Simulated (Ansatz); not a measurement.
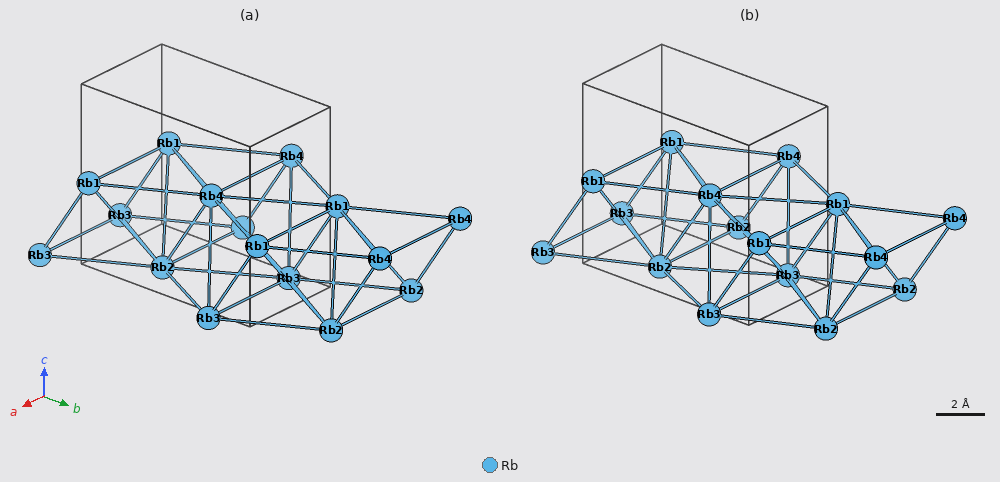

Left: a symmetric starting cell of Rb (made from another compound by putting Rb in place of Cs). Right: the same structure after one change, at the same scale. Style: ball-and-stick. Shown: the cell of the calculation, repeated 2 × 2 × 1 with one cell outlined, from a free direction.

Computed with DFT PBE, scalar-relativistic, plane waves, PAW in Ansatz 0.2.0. (plane-wave cutoff 420 eV; k-point mesh 8 × 6 × 6; occupations gaussian; smearing width 0.1 eV; no spin polarisation)

Question: Which change leads from the left to the right?

Answer: The cell is strained by −0.1 % along c, −1.5 % along b, −1.8 % along a (volume −3.4 %) and atoms are displaced by 0.14 Å relative to the cell: Rb1 0.14 Å roughly along [−3 1 0]. No relaxation follows. The starting cell wasn't computed here and needn't be at equilibrium, so pressure and forces aren't due to the change alone.

Question: What does the change do?

Answer: Some distances before and after: Rb–Rb 5.343 → 5.147 Å, Rb–Rb 5.294 → 5.103 Å, Rb–Rb 5.194 → 5.100 Å, Rb–Rb 5.402 → 5.453 Å. The space group stays Pbcm (No. 57). The pressure is −0.2 GPa (not all of it need come from the change, since the unchanged cell can be under pressure at this level too). The largest forces, 0.039 eV/Å, act on Rb1, Rb2, Rb3 and Rb4.
